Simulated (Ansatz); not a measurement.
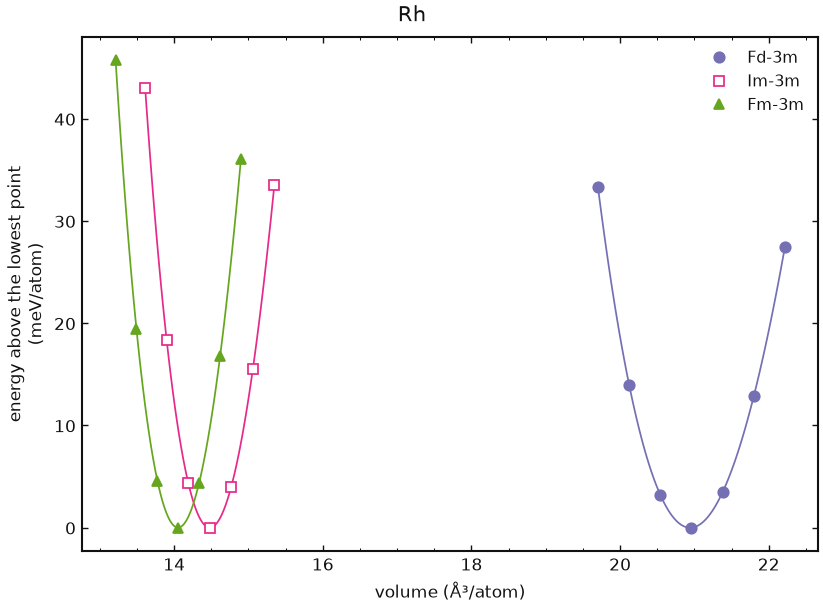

The plot gives the computed energy above the lowest point against volume, with one curve for each structure, for Rh. Each energy curve has its own zero, so the curves don't rank the structures.

Method: equation of state of a cubic crystal from periodic Kohn-Sham density functional theory without spin, third-order Birch-Murnaghan fit to the free energies; pressure corrected for the finite basis (Ansatz 0.2.0 development build). Level: PBE.

occupation method Fermi–Dirac; occupation width 0.06123 eV; wave cutoff 420 eV; datasets soft-1 PAW; density tolerance 1e−07 eV; density cutoff ratio 4; search for lower states default.

Settings that differ: Fd-3m: k mesh 17×17×17, atoms in cell 2, lattice centring face-centred primitive, space group number 227, structure type diamond; Im-3m: k mesh 25×25×25, atoms in cell 1, lattice centring body-centred primitive, space group number 229, structure type bcc; Fm-3m: k mesh 25×25×25, atoms in cell 1, lattice centring face-centred primitive, space group number 225, structure type fcc.

Order the curves by fitted equilibrium volume, smallest first.

Fm-3m 14.05, Im-3m 14.48, Fd-3m 20.94 Å³/atom.

Order the curves by fitted bulk modulus, smallest first.

Fd-3m 128, Im-3m 232, Fm-3m 256 GPa.

Caveats: cubic model structure, not the ambient form (Fd-3m, Im-3m); modest k-mesh, values are not fully converged in k (Fd-3m); no spin polarisation, a magnetic state may lie lower (Im-3m).
